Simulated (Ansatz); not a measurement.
**Geometry relaxation of Ti$_{12}$H (part 2 of 2)**

Ti$_{12}$H (defect cell, 13 atoms in the cell); DFT PBE-D3(BJ), scalar-relativistic, plane waves, PAW, no spin polarisation (Ansatz 0.2.0); cutoff 420 eV, 3×2×4 k-mesh, Gaussian smearing of 0.1 eV. It belongs to a series of runs on one base structure; here: end point A relaxed.

Geometry of the input (Å; fractional positions):
```
5.9000  0.0000  0.0000
-4.4250  7.6643  0.0000
0.0000  0.0000  4.6846
Ti 0.0000  0.0000  0.0000
Ti 0.1667  0.2222  0.5000
Ti -0.0000  0.3333  0.0000
Ti 0.1667  0.5556  0.5000
Ti 0.0000  0.6667  0.0000
Ti 0.1667  0.8889  0.5000
Ti 0.5000  0.0000  0.0000
Ti 0.6667  0.2222  0.5000
Ti 0.5000  0.3333  0.0000
Ti 0.6667  0.5556  0.5000
Ti 0.5000  0.6667  0.0000
Ti 0.6667  0.8889  0.5000
H  0.0014  0.0093  0.6060
```

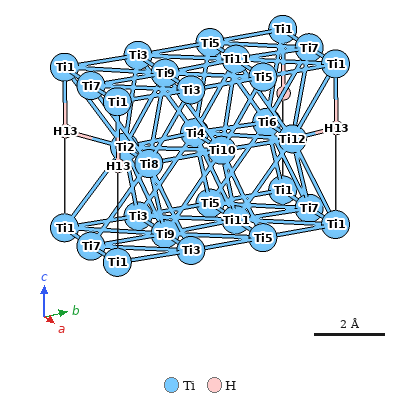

*The geometry at step 3 of the log (ball-and-stick view of the cell of the calculation, seen slightly off an axis; atoms are numbered from 1 in the order of the input).*

Log, continued:
```
--- Per-component energies (eV) ---
  E_band       = -1912.984618
  E_kinetic    = 3282.752322
  E_local      = -9842.789894  (includes V_loc(G=0)·N_el)
  E_nonlocal   = 97.662186
  E_hartree    = 4037.670229
  E_xc         = -1179.128913
  E_vxc        = -1475.610570  (∫ρ·V_xc dr)
  E_paw        = -12571.060026  (= ΣΔE_a)
  E_vpaw       = -2050.341213  (= ΣTr[D̂ρ^β])
  E_aug_tail   = 0.000160  (compensation charges beyond the density's cutoff)
  E_ewald      = -13837.169492
  E_disp       = -7.289862  (pairwise vdW)
  E_smearing   = -0.107551  (= −TS)
  E_closure    = -0.000000  (closes the sum)
  Σ components = -30019.460841   (vs F -30019.460841, Δ=0.00e0)
--- Forces (eV/Å), atoms counted from 1 ---
  atom   1  Ti     0.00560237    -0.01237122     0.01418641
  atom   2  Ti     0.00495152     0.02800304    -0.01879577
  atom   3  Ti    -0.00252447     0.01220258     0.00108035
  atom   4  Ti     0.00468850    -0.00224651    -0.00733116
  atom   5  Ti    -0.00735654    -0.00381428    -0.00319756
  atom   6  Ti    -0.00529496     0.00263994     0.00895518
  atom   7  Ti    -0.01035525     0.01284703     0.00145903
  atom   8  Ti     0.00275008     0.00023228    -0.00373017
  atom   9  Ti     0.00227773    -0.00747005     0.00295416
  atom  10  Ti    -0.00273334    -0.01407553    -0.00118810
  atom  11  Ti     0.00787329     0.00177574     0.00440821
  atom  12  Ti    -0.00007632    -0.00089011     0.00094903
  atom  13  H      0.00019532    -0.01683140     0.00026075
  max |Σ_I F_I| component: 1.04e-5 eV/Å
--- Band table (eV; the first three rows and the last of 14) ---
  k-point 0: bands = ["-43.6360", "-43.5718", "-43.5512", "-43.5329", "-43.5129", "-43.5058", "-43.4919", "-43.4871", "-43.4732", "-43.4639", "-43.4580", "-43.4279", "-20.2161", "-20.0729", "-20.0375", "-20.0196", "-20.0150", "-19.9968", "-19.9688", "-19.9541", "-19.9434", "-19.9419", "-19.9248", "-19.9094", "-19.8945", "-19.8876", "-19.8547", "-19.8347", "-19.7987", "-19.7653", "-19.7441", "-19.7339", "-19.7140", "-19.7010", "-19.6813", "-19.6746", "-19.6679", "-19.6310", "-19.6211", "-19.6141", "-19.6026", "-19.5965", "-19.5758", "-19.5579", "-19.5427", "-19.5210", "-19.4977", "-19.4964", "5.8938", "7.8801", "9.5887", "9.9429", "10.6249", "10.8652", "10.8767", "11.0550", "11.2437", "11.4012", "11.4853", "11.5062", "11.5455", "11.5820", "11.6132", "11.7273", "11.7954", "12.0752", "12.2573", "12.4485", "12.5351", "12.6363", "13.3431", "13.4235", "13.6075", "13.6729", "13.7672", "13.8120", "13.8390", "13.8987", "13.9070", "13.9401", "13.9493", "13.9648", "13.9837", "13.9916", "14.0906", "14.1269", "14.2942"]
  k-point 1: bands = ["-43.6203", "-43.5665", "-43.5425", "-43.5263", "-43.5153", "-43.5051", "-43.4970", "-43.4864", "-43.4822", "-43.4708", "-43.4669", "-43.4336", "-20.1454", "-20.1198", "-20.0835", "-20.0717", "-20.0582", "-20.0529", "-20.0263", "-19.9993", "-19.9817", "-19.9451", "-19.9155", "-19.8569", "-19.8533", "-19.8237", "-19.8103", "-19.7971", "-19.7578", "-19.7340", "-19.7168", "-19.7089", "-19.6944", "-19.6916", "-19.6782", "-19.6633", "-19.6410", "-19.6267", "-19.6191", "-19.6097", "-19.6009", "-19.5971", "-19.5914", "-19.5839", "-19.5738", "-19.5606", "-19.5107", "-19.5098", "6.2006", "8.2138", "9.8283", "10.0047", "10.3786", "10.6542", "10.8307", "10.9878", "11.1168", "11.2706", "11.3715", "11.4420", "11.5055", "11.9207", "11.9416", "11.9548", "12.0970", "12.1363", "12.3516", "12.4601", "12.6074", "12.6854", "13.1383", "13.3433", "13.3972", "13.5413", "13.6306", "13.6620", "13.6724", "13.7924", "13.8011", "13.8229", "13.9996", "14.0354", "14.1014", "14.1436", "14.1667", "14.1879", "14.2005"]
  k-point 2: bands = ["-43.5975", "-43.5618", "-43.5382", "-43.5256", "-43.5092", "-43.5061", "-43.4983", "-43.4932", "-43.4849", "-43.4812", "-43.4770", "-43.4404", "-20.1625", "-20.1179", "-20.0863", "-20.0709", "-20.0657", "-20.0610", "-20.0500", "-20.0372", "-20.0234", "-20.0169", "-19.9084", "-19.8559", "-19.8051", "-19.7760", "-19.7665", "-19.7576", "-19.7260", "-19.7060", "-19.6845", "-19.6818", "-19.6749", "-19.6659", "-19.6646", "-19.6576", "-19.6470", "-19.6390", "-19.6333", "-19.6290", "-19.6213", "-19.6194", "-19.6142", "-19.6066", "-19.5540", "-19.5517", "-19.5375", "-19.5352", "6.5769", "8.8676", "9.4634", "10.4550", "10.4873", "10.5031", "10.6285", "10.6784", "10.8859", "11.0308", "11.0379", "11.0769", "11.4353", "12.3509", "12.4474", "12.4711", "12.4846", "12.5331", "12.5598", "12.5986", "12.6070", "12.6220", "13.0552", "13.1868", "13.3053", "13.3249", "13.3365", "13.3747", "13.5657", "13.6544", "13.7714", "13.8160", "13.8287", "13.8869", "13.9134", "13.9576", "14.3575", "14.4474", "14.7227"]
  k-point 13: bands = ["-43.6055", "-43.5651", "-43.5526", "-43.5304", "-43.5119", "-43.5075", "-43.4986", "-43.4880", "-43.4812", "-43.4701", "-43.4671", "-43.4354", "-20.1117", "-20.0817", "-20.0668", "-20.0596", "-20.0438", "-20.0399", "-20.0016", "-19.9922", "-19.9838", "-19.8848", "-19.8703", "-19.8552", "-19.8352", "-19.8210", "-19.7882", "-19.7707", "-19.7645", "-19.7560", "-19.7426", "-19.7234", "-19.7099", "-19.7018", "-19.6949", "-19.6830", "-19.6698", "-19.6621", "-19.6375", "-19.6312", "-19.6194", "-19.6102", "-19.5936", "-19.5872", "-19.5799", "-19.5748", "-19.5508", "-19.5258", "6.4083", "8.5843", "9.4548", "9.9027", "10.7810", "10.8280", "10.8508", "11.1436", "11.4191", "11.4245", "11.4502", "11.4890", "11.6226", "11.9515", "11.9604", "12.0114", "12.0800", "12.2918", "12.4331", "12.4721", "12.5263", "12.5647", "12.6101", "13.2044", "13.3177", "13.3777", "13.3935", "13.4515", "13.5188", "13.6103", "13.6634", "13.6970", "13.7325", "13.8815", "13.9260", "14.1244", "14.1428", "14.2016", "14.2268"]
--- Relaxed structure (4 steps of the walk, 4 accepted, 0 SCFs on fresh bases) ---
  F+E_penalty+E_count = -30019.46084072 eV   max|allowed force component| = 2.800e-2 eV/Å
  atoms:
    - { symbol: Ti, position: [-0.0015477133369080425, -0.000540388164070402, 0.003501085651621791] }
    - { symbol: Ti, position: [0.17644674265989366, 0.2329138628925869, 0.4870577764590759] }
    - { symbol: Ti, position: [-0.001589819064148068, 0.3344214543295776, 0.0009072832874284136] }
    - { symbol: Ti, position: [0.1638756296809245, 0.5546757262946276, 0.5063480126182073] }
    - { symbol: Ti, position: [0.0019311288141523053, 0.6667187059865408, 0.006063216779528519] }
    - { symbol: Ti, position: [0.17020884177660528, 0.8853096846570864, 0.4920139136822523] }
    - { symbol: Ti, position: [0.497721437849252, -0.0016831265202689426, 0.00028868382344722255] }
    - { symbol: Ti, position: [0.6670719623607559, 0.22323146824790885, 0.497513859240426] }
    - { symbol: Ti, position: [0.505731604325883, 0.33790424404124514, -0.0018311721036732185] }
    - { symbol: Ti, position: [0.6695188952628394, 0.5579382716875456, 0.5041833325866779] }
    - { symbol: Ti, position: [0.4944077659073765, 0.6636005303404868, 0.01010554181944965] }
    - { symbol: Ti, position: [0.6558262929350752, 0.8848223596042234, 0.4928807064174698] }
    - { symbol: H, position: [0.0017936308282983724, 0.0033515066025110655, 0.6069529597380894] }
```

Trajectory as extended XYZ (Å, eV, eV/Å), 4 frames, from step=1 to step=4:
```
13
Lattice="5.9000 0.0000 0.0000 -4.4250 7.6643 0.0000 0.0000 0.0000 4.6846" Properties=species:S:1:pos:R:3:forces:R:3 step=1 energy=-30019.33119
Ti    0.0000    0.0000    0.0000   -0.0082  -0.0156   0.5464
Ti    0.0000    1.7032    2.3423    0.0157   1.1841  -0.4795
Ti   -1.4750    2.5548    0.0000   -0.0107   0.0968   0.0413
Ti   -1.4750    4.2580    2.3423    0.0115   0.0458   0.0002
Ti   -2.9500    5.1095    0.0000    0.0866  -0.0205   0.0572
Ti   -2.9500    6.8127    2.3423    0.3441  -0.2391  -0.2771
Ti    2.9500    0.0000    0.0000   -0.0037  -0.1460   0.0628
Ti    2.9500    1.7032    2.3423   -0.0176   0.1025  -0.0072
Ti    1.4750    2.5548    0.0000    0.0109   0.1387  -0.0070
Ti    1.4750    4.2580    2.3423   -0.0135  -0.0442   0.0174
Ti    0.0000    5.1095    0.0000   -0.0902  -0.0443   0.0909
Ti    0.0000    6.8127    2.3423   -0.5554  -0.3554  -0.3377
H    -0.0331    0.0715    2.8388    0.2305  -0.7028   0.2922
13
Lattice="5.9000 0.0000 0.0000 -4.4250 7.6643 0.0000 0.0000 0.0000 4.6846" Properties=species:S:1:pos:R:3:forces:R:3 step=2 energy=-30019.43547
Ti   -0.0009   -0.0051    0.0624   -0.0014  -0.0186  -0.3878
Ti    0.0026    1.7656    2.3076    0.0034   0.1602  -0.0214
Ti   -1.4833    2.5870    0.0040   -0.0098  -0.0971   0.0298
Ti   -1.4764    4.2685    2.3524   -0.0257  -0.1306   0.0317
Ti   -2.9299    5.1008    0.0120   -0.1165  -0.0069   0.0127
Ti   -2.9018    6.7664    2.2997   -0.1683   0.1361   0.1073
Ti    2.9466   -0.0339   -0.0044   -0.0021   0.2316   0.0228
Ti    2.9426    1.7365    2.3354    0.0094  -0.1508  -0.0569
Ti    1.4787    2.6075   -0.0094    0.0029  -0.1364   0.0631
Ti    1.4713    4.2630    2.3535    0.0270   0.0993  -0.0528
Ti   -0.0262    5.0927    0.0234    0.1145   0.0059   0.0466
Ti   -0.0468    6.7696    2.3062    0.0956   0.1047   0.0702
H    -0.0094    0.0292    2.8498    0.0711  -0.1973   0.1346
13
Lattice="5.9000 0.0000 0.0000 -4.4250 7.6643 0.0000 0.0000 0.0000 4.6846" Properties=species:S:1:pos:R:3:forces:R:3 step=3 energy=-30019.45874
Ti   -0.0022   -0.0064    0.0309   -0.0096   0.0076  -0.0691
Ti    0.0052    1.7761    2.3020    0.0000   0.0493  -0.0493
Ti   -1.4852    2.5737    0.0067   -0.0180  -0.0409   0.0081
Ti   -1.4817    4.2555    2.3609   -0.0180  -0.0234   0.0069
Ti   -2.9401    5.1023    0.0175    0.0086   0.0268   0.0139
Ti   -2.9095    6.7784    2.3042   -0.0164   0.0221   0.0187
Ti    2.9449   -0.0048   -0.0002    0.0088  -0.0151   0.0061
Ti    2.9430    1.7165    2.3316    0.0142  -0.0018  -0.0075
Ti    1.4800    2.5895   -0.0059    0.0157  -0.0012   0.0135
Ti    1.4761    4.2725    2.3532    0.0149   0.0008  -0.0049
Ti   -0.0178    5.0932    0.0322   -0.0088   0.0059   0.0274
Ti   -0.0436    6.7801    2.3095   -0.0031   0.0204   0.0038
H    -0.0022    0.0213    2.8499    0.0115  -0.0505   0.0327
13
Lattice="5.9000 0.0000 0.0000 -4.4250 7.6643 0.0000 0.0000 0.0000 4.6846" Properties=species:S:1:pos:R:3:forces:R:3 step=4 energy=-30019.46084
Ti   -0.0067   -0.0041    0.0164    0.0056  -0.0124   0.0142
Ti    0.0104    1.7851    2.2817    0.0050   0.0280  -0.0188
Ti   -1.4892    2.5631    0.0043   -0.0025   0.0122   0.0011
Ti   -1.4876    4.2512    2.3720    0.0047  -0.0022  -0.0073
Ti   -2.9388    5.1099    0.0284   -0.0074  -0.0038  -0.0032
Ti   -2.9133    6.7853    2.3049   -0.0053   0.0026   0.0090
Ti    2.9440   -0.0129    0.0014   -0.0104   0.0128   0.0015
Ti    2.9479    1.7109    2.3307    0.0027   0.0002  -0.0037
Ti    1.4886    2.5898   -0.0086    0.0023  -0.0075   0.0030
Ti    1.4813    4.2762    2.3619   -0.0027  -0.0141  -0.0012
Ti   -0.0194    5.0861    0.0473    0.0079   0.0018   0.0044
Ti   -0.0460    6.7816    2.3089   -0.0001  -0.0009   0.0009
H    -0.0042    0.0257    2.8433    0.0002  -0.0168   0.0003
```

Summary:

```json
{"quantity": "outcome", "value": "converged"}
{"quantity": "electrons treated", "value": "145"}
{"quantity": "free energy", "value": "−30019.4608 eV"}
{"quantity": "Fermi energy", "value": "13.251 eV"}
{"quantity": "final volume", "value": "211.84 Å³"}
{"quantity": "largest force (length of the vector) at the end", "value": "0.034 eV/Å"}
{"quantity": "hardware", "value": "4 threads of Intel Xeon @ 2.50GHz (Skylake/Cascade Lake), 16 GiB of memory available, shared host"}
{"quantity": "wall time", "value": "17 s (CPU time 67 s)"}
{"quantity": "peak memory", "value": "0.83 GiB"}
```
